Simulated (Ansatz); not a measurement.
## Zn18O17: nudged elastic band (part 2 of 4)

The same run, continued: Zn18O17 (defect cell, 35 atoms in the cell); DFT PBE, scalar-relativistic, plane waves, PAW, no spin polarisation (Ansatz 0.2.0); cutoff 420 eV, 2×2×2 k-mesh, Gaussian smearing of 0.02 eV. The structure derives from an entry of the Crystallography Open Database.

**Log, continued**
```
NEB iter   2: max|band force component| = 1.647e1 eV/Å  barrier→ = 6.0129 eV  barrier← = 6.0141 eV  Δτ_max = 0.0920 Å  (55 SCF iters)
[... from here on the SCF iterations and repeated set-up lines of each step are left out, up to the last step ...]
NEB image 1
SCF 13 converged in 10 iterations: F = -69393.722861 eV  dr2 = 4.55e-8
NEB image 2
SCF 14 converged in 10 iterations: F = -69391.186627 eV  dr2 = 4.44e-8
NEB image 3
SCF 15 converged in 9 iterations: F = -69390.121770 eV  dr2 = 5.60e-8
NEB image 4
SCF 16 converged in 10 iterations: F = -69391.765786 eV  dr2 = 6.85e-8
NEB image 5
SCF 17 converged in 9 iterations: F = -69393.821945 eV  dr2 = 6.70e-8
NEB iter   3: max|band force component| = 1.094e1 eV/Å  barrier→ = 4.4332 eV  barrier← = 4.4344 eV  Δτ_max = 0.1044 Å  (48 SCF iters)
NEB image 1
SCF 18 converged in 9 iterations: F = -69393.858663 eV  dr2 = 4.53e-8
NEB image 2
SCF 19 converged in 10 iterations: F = -69392.079409 eV  dr2 = 9.41e-8
NEB image 3
SCF 20 converged in 10 iterations: F = -69391.642109 eV  dr2 = 6.65e-8
NEB image 4
SCF 21 converged in 10 iterations: F = -69392.861411 eV  dr2 = 9.24e-8
NEB image 5
SCF 22 converged in 9 iterations: F = -69393.937524 eV  dr2 = 3.00e-8
NEB iter   4: max|band force component| = 4.660e0 eV/Å  barrier→ = 2.9128 eV  barrier← = 2.9141 eV  Δτ_max = 0.0754 Å  (48 SCF iters)
NEB image 1
SCF 23 converged in 8 iterations: F = -69393.898458 eV  dr2 = 9.37e-8
NEB image 2
SCF 24 converged in 9 iterations: F = -69392.353844 eV  dr2 = 8.13e-8
NEB image 3
SCF 25 converged in 10 iterations: F = -69392.085065 eV  dr2 = 4.30e-8
NEB image 4
SCF 26 converged in 9 iterations: F = -69393.073595 eV  dr2 = 4.49e-8
NEB image 5
SCF 27 converged in 8 iterations: F = -69393.955486 eV  dr2 = 7.67e-8
NEB iter   5: max|band force component| = 2.141e0 eV/Å  barrier→ = 2.4699 eV  barrier← = 2.4711 eV  Δτ_max = 0.1082 Å  (44 SCF iters)
NEB image 1
SCF 28 converged in 8 iterations: F = -69393.892341 eV  dr2 = 4.55e-8
NEB image 2
SCF 29 converged in 9 iterations: F = -69392.431785 eV  dr2 = 4.64e-8
NEB image 3
SCF 30 converged in 10 iterations: F = -69392.282531 eV  dr2 = 2.14e-8
NEB image 4
SCF 31 converged in 9 iterations: F = -69393.085885 eV  dr2 = 2.59e-8
NEB image 5
SCF 32 converged in 8 iterations: F = -69393.941656 eV  dr2 = 2.99e-8
NEB iter   6: max|band force component| = 9.333e-1 eV/Å  barrier→ = 2.2724 eV  barrier← = 2.2736 eV  Δτ_max = 0.0886 Å  (44 SCF iters)
NEB image 1
SCF 33 converged in 8 iterations: F = -69393.870179 eV  dr2 = 2.80e-8
NEB image 2
SCF 34 converged in 8 iterations: F = -69392.440247 eV  dr2 = 8.17e-8
NEB image 3
SCF 35 converged in 10 iterations: F = -69392.345251 eV  dr2 = 2.00e-8
NEB image 4
SCF 36 converged in 9 iterations: F = -69393.045931 eV  dr2 = 3.37e-8
NEB image 5
SCF 37 converged in 8 iterations: F = -69393.920256 eV  dr2 = 5.32e-8
NEB iter   7: max|band force component| = 4.019e-1 eV/Å  barrier→ = 2.2097 eV  barrier← = 2.2109 eV  CI = image 3  Δτ_max = 0.1580 Å  (43 SCF iters)
NEB image 1
SCF 38 converged in 8 iterations: F = -69393.879864 eV  dr2 = 5.69e-8
NEB image 2
SCF 39 converged in 9 iterations: F = -69392.490974 eV  dr2 = 5.36e-8
NEB image 3
SCF 40 converged in 12 iterations: F = -69392.310189 eV  dr2 = 7.00e-9
NEB image 4
SCF 41 converged in 10 iterations: F = -69392.805325 eV  dr2 = 9.87e-8
NEB image 5
SCF 42 converged in 9 iterations: F = -69393.838311 eV  dr2 = 5.95e-8
NEB iter   8: max|band force component| = 4.655e-1 eV/Å  barrier→ = 2.2448 eV  barrier← = 2.2460 eV  CI = image 3  Δτ_max = 0.0782 Å  (48 SCF iters)
NEB image 1
SCF 43 converged in 8 iterations: F = -69393.906071 eV  dr2 = 5.87e-8
NEB image 2
SCF 44 converged in 9 iterations: F = -69392.552035 eV  dr2 = 3.32e-8
NEB image 3
SCF 45 converged in 9 iterations: F = -69392.282180 eV  dr2 = 9.40e-8
NEB image 4
SCF 46 converged in 9 iterations: F = -69392.733596 eV  dr2 = 4.51e-8
NEB image 5
SCF 47 converged in 8 iterations: F = -69393.801600 eV  dr2 = 8.59e-8
NEB iter   9: max|band force component| = 4.732e-1 eV/Å  barrier→ = 2.2728 eV  barrier← = 2.2740 eV  CI = image 3  Δτ_max = 0.1549 Å  (43 SCF iters)
NEB image 1
SCF 48 converged in 8 iterations: F = -69394.016222 eV  dr2 = 4.30e-8
NEB image 2
SCF 49 converged in 9 iterations: F = -69392.727799 eV  dr2 = 4.46e-8
NEB image 3
SCF 50 converged in 11 iterations: F = -69392.259975 eV  dr2 = 5.71e-9
NEB image 4
SCF 51 converged in 9 iterations: F = -69392.656647 eV  dr2 = 3.83e-8
NEB image 5
SCF 52 converged in 8 iterations: F = -69393.745193 eV  dr2 = 4.00e-8
NEB iter  10: max|band force component| = 4.219e-1 eV/Å  barrier→ = 2.2950 eV  barrier← = 2.2962 eV  CI = image 3  Δτ_max = 0.0529 Å  (45 SCF iters)
NEB image 1
SCF 53 converged in 8 iterations: F = -69394.073648 eV  dr2 = 2.16e-8
NEB image 2
SCF 54 converged in 8 iterations: F = -69392.803796 eV  dr2 = 3.95e-8
NEB image 3
SCF 55 converged in 8 iterations: F = -69392.268615 eV  dr2 = 9.92e-8
NEB image 4
SCF 56 converged in 8 iterations: F = -69392.635521 eV  dr2 = 1.87e-8
NEB image 5
SCF 57 converged in 8 iterations: F = -69393.737663 eV  dr2 = 3.32e-8
NEB iter  11: max|band force component| = 1.170e-1 eV/Å  barrier→ = 2.2863 eV  barrier← = 2.2876 eV  CI = image 3  Δτ_max = 0.0279 Å  (40 SCF iters)
NEB image 1
SCF 58 converged in 8 iterations: F = -69394.090846 eV  dr2 = 1.57e-8
NEB image 2
SCF 59 converged in 8 iterations: F = -69392.808959 eV  dr2 = 3.33e-8
NEB image 3
SCF 60 converged in 8 iterations: F = -69392.271197 eV  dr2 = 3.73e-8
NEB image 4
SCF 61 converged in 8 iterations: F = -69392.656003 eV  dr2 = 7.37e-8
NEB image 5
SCF 62 converged in 8 iterations: F = -69393.754646 eV  dr2 = 1.24e-8
NEB iter  12: max|band force component| = 5.866e-2 eV/Å  barrier→ = 2.2837 eV  barrier← = 2.2850 eV  CI = image 3  Δτ_max = 0.0154 Å  (40 SCF iters)
NEB image 1
SCF 63 converged in 7 iterations: F = -69394.097019 eV  dr2 = 2.17e-8
NEB image 2
SCF 64 converged in 7 iterations: F = -69392.811977 eV  dr2 = 3.17e-8
NEB image 3
SCF 65 converged in 7 iterations: F = -69392.272350 eV  dr2 = 5.25e-8
NEB image 4
SCF 66 converged in 7 iterations: F = -69392.660052 eV  dr2 = 6.32e-8
NEB image 5
SCF 67 converged in 6 iterations: F = -69393.759001 eV  dr2 = 6.86e-8
NEB iter  13: max|band force component| = 3.793e-2 eV/Å  barrier→ = 2.2826 eV  barrier← = 2.2838 eV  CI = image 3  Δτ_max = 0.0243 Å  (34 SCF iters)
NEB image 3
SCF 68 converged in 7 iterations: F = -69392.273585 eV  dr2 = 8.62e-8
NEB iter  14: max|band force component| = 7.140e-2 eV/Å  barrier→ = 2.2814 eV  barrier← = 2.2826 eV  CI = image 3  Δτ_max = 0.0370 Å  (7 SCF iters)
NEB image 1
SCF 69 converged in 7 iterations: F = -69394.107377 eV  dr2 = 8.22e-8
NEB image 2
SCF 70 converged in 8 iterations: F = -69392.817305 eV  dr2 = 4.07e-8
NEB image 3
SCF 71 converged in 7 iterations: F = -69392.274188 eV  dr2 = 3.44e-8
NEB image 4
SCF 72 converged in 8 iterations: F = -69392.657792 eV  dr2 = 1.82e-8
NEB image 5
SCF 73 converged in 7 iterations: F = -69393.760875 eV  dr2 = 2.24e-8
NEB iter  15: max|band force component| = 4.258e-2 eV/Å  barrier→ = 2.2808 eV  barrier← = 2.2820 eV  CI = image 3  Δτ_max = 0.0184 Å  (37 SCF iters)
NEB image 3
SCF 74 converged in 7 iterations: F = -69392.274572 eV  dr2 = 2.08e-8
NEB iter  16: max|band force component| = 8.728e-2 eV/Å  barrier→ = 2.2804 eV  barrier← = 2.2816 eV  CI = image 3  Δτ_max = 0.0351 Å  (7 SCF iters)
NEB image 1
SCF 75 converged in 8 iterations: F = -69394.118249 eV  dr2 = 1.71e-8
NEB image 2
SCF 76 converged in 8 iterations: F = -69392.826652 eV  dr2 = 2.36e-8
NEB image 3
SCF 77 converged in 7 iterations: F = -69392.274761 eV  dr2 = 2.42e-8
NEB image 4
SCF 78 converged in 7 iterations: F = -69392.654066 eV  dr2 = 6.77e-8
NEB image 5
SCF 79 converged in 7 iterations: F = -69393.761891 eV  dr2 = 3.40e-8
NEB iter  17: max|band force component| = 5.424e-2 eV/Å  barrier→ = 2.2802 eV  barrier← = 2.2814 eV  CI = image 3  Δτ_max = 0.0097 Å  (37 SCF iters)
NEB image 1
preconditioner: auto → Resta (q_TF=auto, 2.581 Å⁻¹)  ε∞=7.7  [insulator: Δε(μ)=1.819 eV  Ē_g=12.140 eV  σ=0.020 eV  W_gap=1.00  n_scr=130 (ndim 8)  ℏωp=31.4 eV  f_vac=0.034  D(μ)=0.00/eV (n_scr^D=0)  ε∞_Penn≈7.7]
SCF 80 converged in 6 iterations: F = -69394.112132 eV  dr2 = 4.59e-8
NEB image 2
preconditioner: auto → Resta (q_TF=auto, 2.581 Å⁻¹)  ε∞=7.7  [insulator: Δε(μ)=1.515 eV  Ē_g=12.121 eV  σ=0.020 eV  W_gap=1.00  n_scr=130 (ndim 8)  ℏωp=31.4 eV  f_vac=0.033  D(μ)=0.00/eV (n_scr^D=0)  ε∞_Penn≈7.7]
SCF 81 converged in 6 iterations: F = -69392.815223 eV  dr2 = 5.29e-8
NEB image 3
preconditioner: auto → Resta (q_TF=auto, 2.581 Å⁻¹)  ε∞=7.7  [insulator: Δε(μ)=1.143 eV  Ē_g=12.124 eV  σ=0.020 eV  W_gap=1.00  n_scr=130 (ndim 8)  ℏωp=31.4 eV  f_vac=0.038  D(μ)=0.00/eV (n_scr^D=0)  ε∞_Penn≈7.7]
SCF 82 converged in 6 iterations: F = -69392.274712 eV  dr2 = 9.73e-8
NEB image 4
preconditioner: auto → Resta (q_TF=auto, 2.581 Å⁻¹)  ε∞=7.7  [insulator: Δε(μ)=0.840 eV  Ē_g=12.126 eV  σ=0.020 eV  W_gap=1.00  n_scr=130 (ndim 8)  ℏωp=31.4 eV  f_vac=0.030  D(μ)=0.00/eV (n_scr^D=0)  ε∞_Penn≈7.7]
SCF 83 converged in 7 iterations: F = -69392.661681 eV  dr2 = 2.28e-8
NEB image 5
iter 1 solved again at ethr=2.24e-7 eV; its pass at ethr=3.10e-3 eV (dr2=7.13e-4 eV) is discarded
SCF iter   1: F=—  HF=-69393.766503 eV  |F-HF|=—  |Δ(HF+E_count)|=         —  Δρ=5.41e-4  dr2=7.33e-4  ethr=2.24e-7  ⟨swp⟩=2.2  Hψ=2667  notcnv=0
preconditioner: auto → Resta (q_TF=auto, 2.581 Å⁻¹)  ε∞=7.7  [insulator: Δε(μ)=1.501 eV  Ē_g=12.150 eV  σ=0.020 eV  W_gap=1.00  n_scr=130 (ndim 8)  ℏωp=31.4 eV  f_vac=0.036  D(μ)=0.00/eV (n_scr^D=0)  ε∞_Penn≈7.7]
SCF iter   2: F=—  HF=-69393.766250 eV  |F-HF|=—  |Δ(HF+E_count)|=   2.53e-4  Δρ=2.63e-4  dr2=1.80e-4  ethr=2.24e-7  ⟨swp⟩=2.0  Hψ=905  notcnv=0
SCF iter   3: F=—  HF=-69393.766192 eV  |F-HF|=—  |Δ(HF+E_count)|=   5.82e-5  Δρ=4.51e-5  dr2=6.95e-6  ethr=5.67e-8  ⟨swp⟩=2.0  Hψ=1344  notcnv=0
SCF iter   4: F=—  HF=-69393.766724 eV  |F-HF|=—  |Δ(HF+E_count)|=   5.32e-4  Δρ=2.31e-5  dr2=1.94e-6  ethr=2.19e-9  ⟨swp⟩=2.0  Hψ=1412  notcnv=0
SCF iter   5: F=—  HF=-69393.766724 eV  |F-HF|=—  |Δ(HF+E_count)|=   2.82e-8  Δρ=1.18e-5  dr2=5.98e-7  ethr=6.09e-10  ⟨swp⟩=2.0  Hψ=1341  notcnv=0
SCF iter   6: F=—  HF=-69393.766724 eV  |F-HF|=—  |Δ(HF+E_count)|=  5.53e-10  Δρ=4.30e-6  dr2=1.19e-7  ethr=1.88e-10  ⟨swp⟩=2.2  Hψ=1375  notcnv=0
SCF iter   7: F=-69393.766724 eV  HF=-69393.766724 eV  |F-HF|=1.70e-9  |Δ(HF+E_count)|=   1.32e-8  Δρ=1.14e-6  dr2=9.18e-9  ethr=3.14e-11  ⟨swp⟩=4.0  Hψ=2609  notcnv=0
SCF 84 converged in 7 iterations: F = -69393.766724 eV  dr2 = 9.18e-9
NEB image 1
NSCF: frozen V_eff on 4 k-points
NEB image 2
NSCF: frozen V_eff on 4 k-points
NEB image 4
NSCF: frozen V_eff on 4 k-points
NEB image 5
NSCF: frozen V_eff on 4 k-points
NEB image 3
NSCF: frozen V_eff on 4 k-points
the band table was solved once a step of the walk had ended and its energy, with any forces and stress, was formed, with the checks that follow a solve (2363 applications of the Hamiltonian). They found nothing against the state; the energy, forces and stress were not computed again (output.eigenvalues in the input reference)
NEB iter  18: max|band force component| = 4.119e-2 eV/Å  barrier→ = 2.2802 eV  barrier← = 2.2815 eV  CI = image 3  Δτ_max = 0.0000 Å  (32 SCF iters)
```

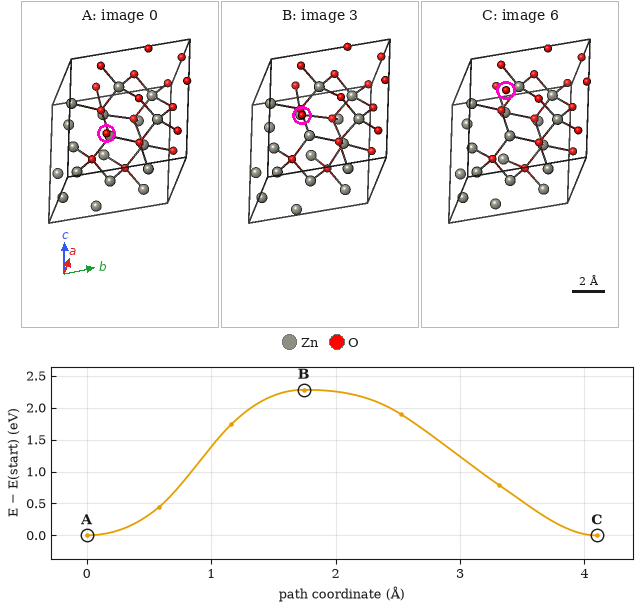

Images of the last band (counted from 0; ball-and-stick, simulation cell, seen at an oblique angle), with the moving atom and its periodic copies ringed, above the energy along the path; the line is a cubic interpolation that uses the forces. The highest image is number 3, 2.280 eV above the start and 2.281 eV above the end (the climbing image); the end lies 0.001 eV below the start. The path is 4.10 Å long, and O19 moves most (3.16 Å). The band converged in 18 iterations.

```
SCF converged after 6 iterations
Free energy (F): -69392.274712 eV
Harris-Foulkes:  -69392.274712 eV  (|F-HF|=1.14e-9)
Internal energy: -69392.274712 eV  (E = F + TS)
E sigma→0 (E₀):  -69392.274712 eV
Fermi energy:    8.175695 eV
--- Per-component energies (eV) ---
  E_band       = 394.051711
  E_kinetic    = 5313.576790
  E_local      = -36701.769076  (includes V_loc(G=0)·N_el)
  E_nonlocal   = 11955.013142
  E_hartree    = 15098.601417
  E_xc         = -3700.699526
  E_vxc        = -2507.147705  (∫ρ·V_xc dr)
  E_paw        = -35655.254527  (= ΣΔE_a)
  E_vpaw       = -7862.859511  (= ΣTr[D̂ρ^β])
  E_aug_tail   = 0.034781  (compensation charges beyond the density's cutoff)
  E_ewald      = -25701.777713
  E_smearing   = -0.000000  (= −TS)
  E_closure    = -0.000000  (closes the sum)
  Σ components = -69392.274712   (vs F -69392.274712, Δ=0.00e0)
--- Forces (eV/Å), atoms counted from 1 ---
  atom   1  Zn    -0.00113548     0.00065313     0.01190884
  atom   2  Zn    -0.00249947     0.00014321     0.00010619
  atom   3  Zn     0.00261547     0.00544810     0.00044453
  atom   4  Zn    -0.00341567    -0.00498914     0.00044238
  atom   5  Zn     0.00209136    -0.00020429    -0.00178257
  atom   6  Zn    -0.00137670     0.00208878     0.00010618
  atom   7  Zn     0.00148694    -0.00085293    -0.00064449
  atom   8  Zn    -0.00108747     0.00062633     0.00463613
  atom   9  Zn     0.00121987    -0.00170469    -0.00178576
  atom  10  Zn    -0.00270540     0.00156399     0.00190543
  atom  11  Zn     0.00001065    -0.00207307    -0.00008388
  atom  12  Zn    -0.00027889    -0.00215494     0.00264317
  atom  13  Zn     0.00172875     0.00131901     0.00264664
  atom  14  Zn     0.00250891     0.00046448    -0.00408856
  atom  15  Zn     0.00179938     0.00102815    -0.00008767
  atom  16  Zn    -0.00015444     0.00008881     0.00019218
  atom  17  Zn     0.00713877    -0.00412570    -0.00862586
  atom  18  Zn     0.00085129    -0.00240774    -0.00408814
  atom  19  O     -0.00960802     0.00554969     0.00439985
  atom  20  O      0.00354343     0.00069296     0.00211279
  atom  21  O     -0.00177804    -0.00139839    -0.00363679
  atom  22  O      0.00032061     0.00223895    -0.00364210
  atom  23  O     -0.00336200    -0.00173181    -0.00290685
  atom  24  O      0.00117317    -0.00342079     0.00211443
  atom  25  O     -0.00033408     0.00019738    -0.00320643
  atom  26  O      0.00175759    -0.00101328    -0.00153794
  atom  27  O     -0.00018044     0.00378052    -0.00290827
  atom  28  O      0.00124449    -0.00072137    -0.00278846
  atom  29  O      0.00061542    -0.00554548     0.00290793
  atom  30  O     -0.00353706    -0.00096910     0.00068525
  atom  31  O     -0.00093351     0.00354998     0.00068608
  atom  32  O     -0.00204472    -0.00185620    -0.00008403
  atom  33  O      0.00511034     0.00223853     0.00291079
  atom  34  O     -0.00137625     0.00079790     0.00112316
  atom  35  O      0.00058594     0.00270235    -0.00008433
  max |Σ_I F_I| component: 1.02e-5 eV/Å
--- Band table (eV) ---
  k-point 0: bands = ["-11.1778", "-10.9208", "-10.8787", "-10.8191", "-10.7648", "-10.7382", "-10.6651", "-10.6640", "-10.6066", "-10.5760", "-10.5239", "-10.4657", "-10.3705", "-10.3631", "-10.3286", "-10.2401", "-9.8070", "0.4251", "0.4583", "0.5105", "0.5413", "0.5810", "0.6050", "0.6580", "0.6859", "0.6945", "0.7473", "0.7776", "0.8108", "0.8310", "0.8967", "0.9013", "0.9104", "0.9261", "0.9641", "0.9877", "1.0152", "1.0524", "1.0745", "1.1272",
      "1.1358", "1.1467", "1.1667", "1.1778", "1.2228", "1.2271", "1.2391", "1.2701", "1.2825", "1.3050", "1.3073", "1.3356", "1.3460", "1.3585", "1.3675", "1.3956", "1.4039", "1.4213", "1.4451", "1.4828", "1.4888", "1.5179", "1.5432", "1.5624", "1.5834", "1.5941", "1.6677", "1.6817", "1.7157", "1.7333", "1.7520", "1.8046", "1.8288", "1.8381", "1.8759", "1.8967", "1.9248", "1.9287", "1.9636", "1.9796",
      "1.9863", "2.0097", "2.0138", "2.0193", "2.0485", "2.0608", "2.0809", "2.0940", "2.1222", "2.1226", "2.1411", "2.1503", "2.1631", "2.1652", "2.1858", "2.1941", "2.2103", "2.2280", "2.2576", "2.2742", "2.2934", "2.3326", "2.3489", "2.3777", "2.4024", "2.4316", "2.4503", "2.6569", "2.7695", "2.8198", "2.9747", "2.9793", "3.0324", "3.0549", "3.1216", "3.1978", "3.2306", "3.2879", "3.3364", "3.4246",
      "3.4249", "3.5701", "3.5833", "3.6506", "3.9221", "4.0447", "4.1730", "4.3509", "4.3956", "4.5981", "4.6221", "4.7082", "4.7180", "4.8288", "4.8723", "4.9065", "4.9220", "5.0257", "5.1034", "5.1176", "5.2288", "5.2342", "5.3173", "5.3455", "5.4741", "5.5103", "5.5755", "5.6318", "5.6417", "5.7125", "5.7565", "5.7865", "5.8053", "5.9528", "6.0823", "6.1194", "6.3714", "6.4585", "7.3673", "8.7488",
      "9.9763", "10.0588", "10.4481", "10.8949", "11.0933", "11.1841", "11.5124", "11.6922", "11.7011", "12.4798", "12.5747", "13.0259", "13.1504", "13.3346", "13.3897", "13.6449", "13.7521", "14.0761", "14.2633", "14.2869", "14.4630", "14.4982", "14.6649", "14.7548", "14.7597", "14.9154", "14.9573", "15.2257", "15.2773", "15.2943", "15.4376", "15.4870", "15.6589", "15.7985"]
```
